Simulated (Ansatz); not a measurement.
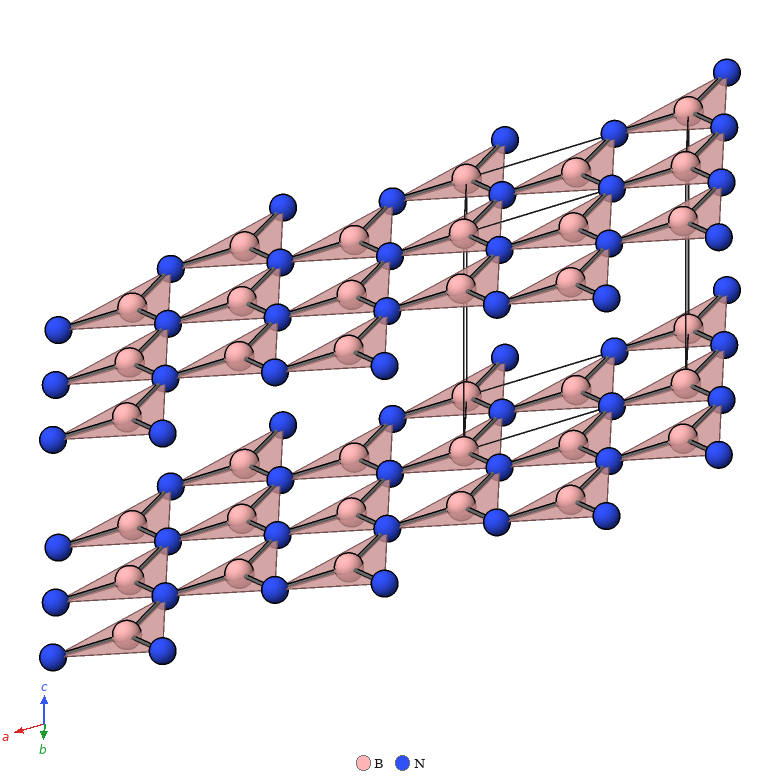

Polyhedra are drawn about B (bonds: B–N below 1.6 Å); other atoms are plain spheres.

BN. Coordinates: the geometry relaxed with Ansatz, DFT PBE, scalar-relativistic, plane waves, PAW; the starting structure was generated, so it need not be a known form of this composition.

Sharing among the drawn polyhedra:

| site | polyhedron | corner-sharing neighbours | edge-sharing | face-sharing | bond (Å) |
| --- | --- | --- | --- | --- | --- |
| B | BN3 triangle | 6 | 0 | 0 | 1.45 |

They form layers of corner-sharing triangles parallel to (001).
